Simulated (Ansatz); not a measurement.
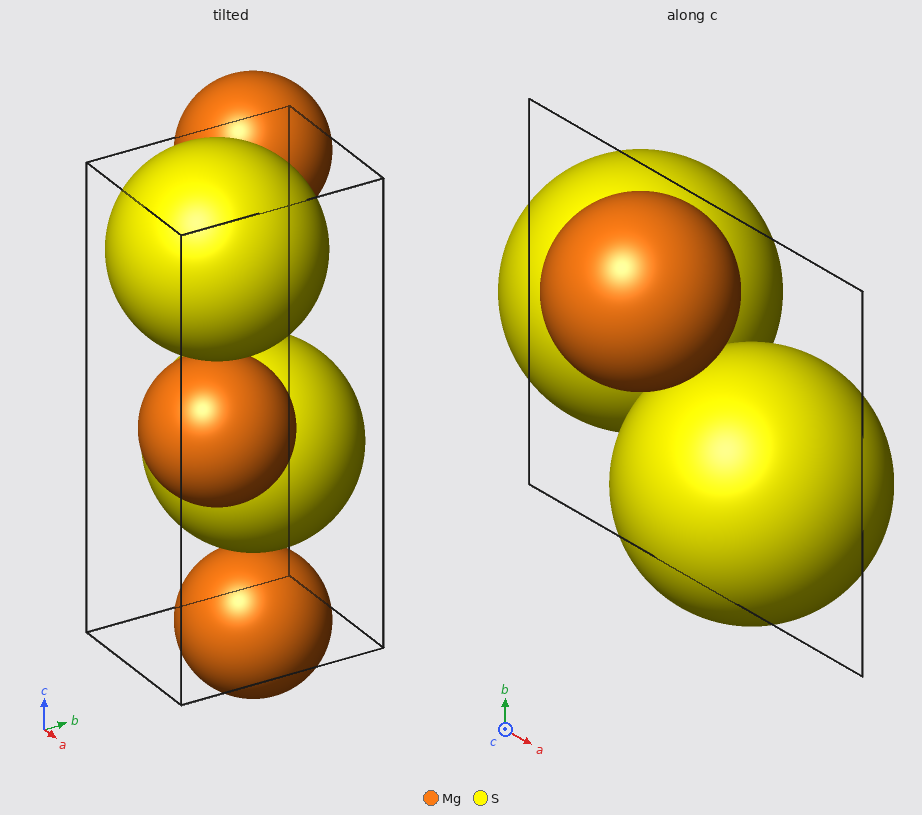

Space-filling representation of a periodic structure, projected slightly off an axis and along the c axis. The lines enclose the conventional unit cell; boundary atoms appear with their images.

MgS, wurtzite, space group P6_3mc (No. 186), a = 4.055 Å, b = 4.055 Å, c = 6.491 Å, α = 90.00°, β = 90.00°, γ = 120.00°. The structure comes from a structure listed in the Materials Project. Earlier steps of the study may have refined or changed the cell and positions. It was the input of a calculation with Ansatz.

This one geometry was computed with Ansatz (DFT, plane waves, PAW) at three levels of theory: r2SCAN, PBE and LDA.

Q: Which level gives the highest pressure at this volume, and what does that say about its equilibrium volume?

A: Highest: PBE (0.0 GPa), which points to the largest equilibrium volume. Lowest, with the smallest volume: LDA (-3.0 GPa). Levels within 0.5 GPa of each other can't be told apart.

Q: How does the band gap change with the level of theory?

A: LDA: a gap of 3.09 eV, direct; PBE: a gap of 3.38 eV, direct; r2SCAN: a gap of 4.05 eV, direct.

Q: Collect the results in a table.

A:
| level | cutoff (eV) | k-mesh of the run's cell | gap (eV) | pressure (GPa) |
| --- | --- | --- | --- | --- |
| r2SCAN | 500 | 6×6×4 | 4.05 | -1.1 |
| PBE | 420 | 6×6×4 | 3.38 | 0.0 |
| LDA | 420 | 6×6×4 | 3.09 | -3.0 |

Gaps are taken on the k-mesh or band path of each run.
